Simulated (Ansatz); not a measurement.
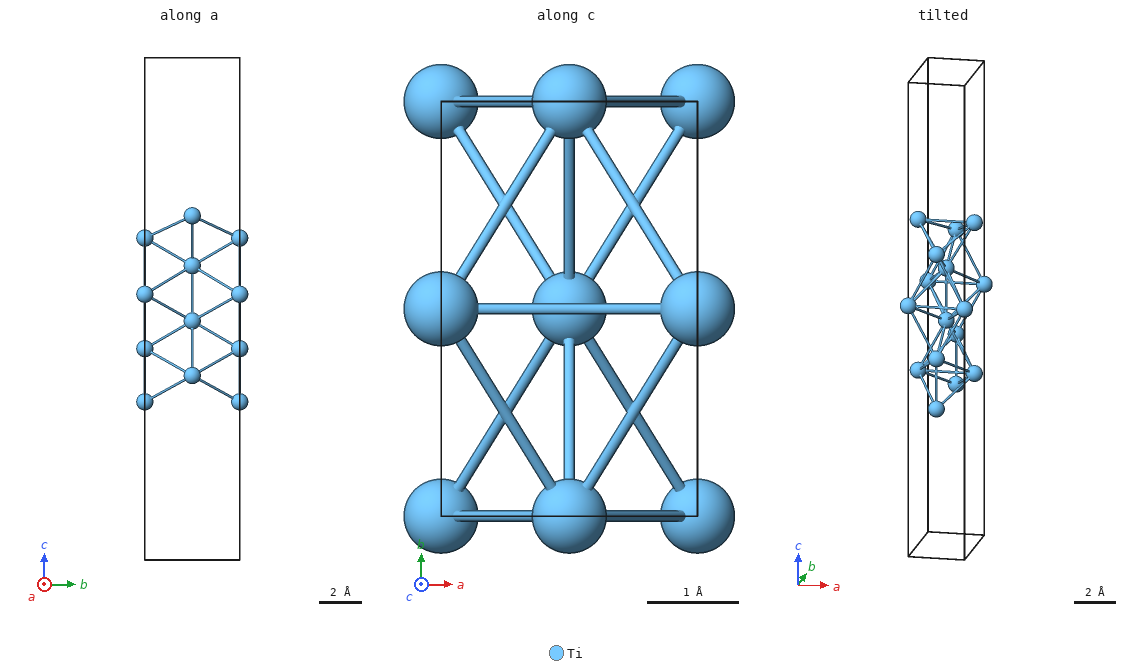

An orthographic ball-and-stick view of the structure, along the a axis, along the c axis and slightly off an axis. Lines trace the edges of the simulation cell. Cell: a = 2.832 Å, b = 4.580 Å, c = 24.254 Å, α = 90.00°, β = 90.00°, γ = 90.00°.

Characterise what is shown.

The element is titanium. The cell holds eight atoms. Counting atoms within bonding range gives coordination numbers of Ti 7 to 14 (mean 10.5).

The initial geometry was a structure listed in the Materials Project, from which a slab was cut. The atoms were relaxed in a fixed cell with DFT PBE, scalar-relativistic, plane waves, PAW (Ansatz).
